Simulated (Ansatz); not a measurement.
System: Zn.

```
CELL_PARAMETERS angstrom
1.27182 -2.27281 0.00000
0.00000 0.00000 4.94670
-2.66480 -0.06995 0.00000
ATOMIC_POSITIONS crystal
Zn 0.33333 0.25000 0.66667
Zn 0.66667 0.75000 0.33333
```

Space group P2₁/m; changed on purpose from its base cell (strain +0.0525 x Voigt [0, 0, 0, 0, 0, 1], atoms carried along).

Theory: DFT PBE, scalar-relativistic, plane waves, PAW (Ansatz 0.2.0).

> Predict the valence pseudo-density and electron localisation function between the atoms.

Zn–Zn (2.60 Å): ρ is about 0.27 e/Å³ halfway; the ELF is about 0.35 at the midpoint.

> Does the calculation make it a metal, or give it a gap?

It is metallic or semimetallic at this level of theory: no gap opens.

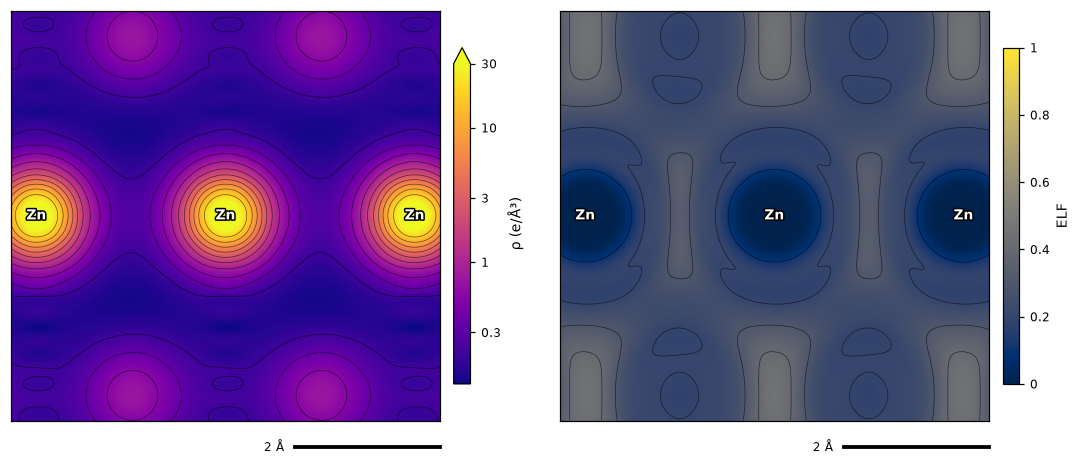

Computed valence pseudo-density and electron localisation function on the (001) plane of the conventional cell, in this order. Atoms just off the plane (Zn, 0.8 Å away) can leave unmarked features too.
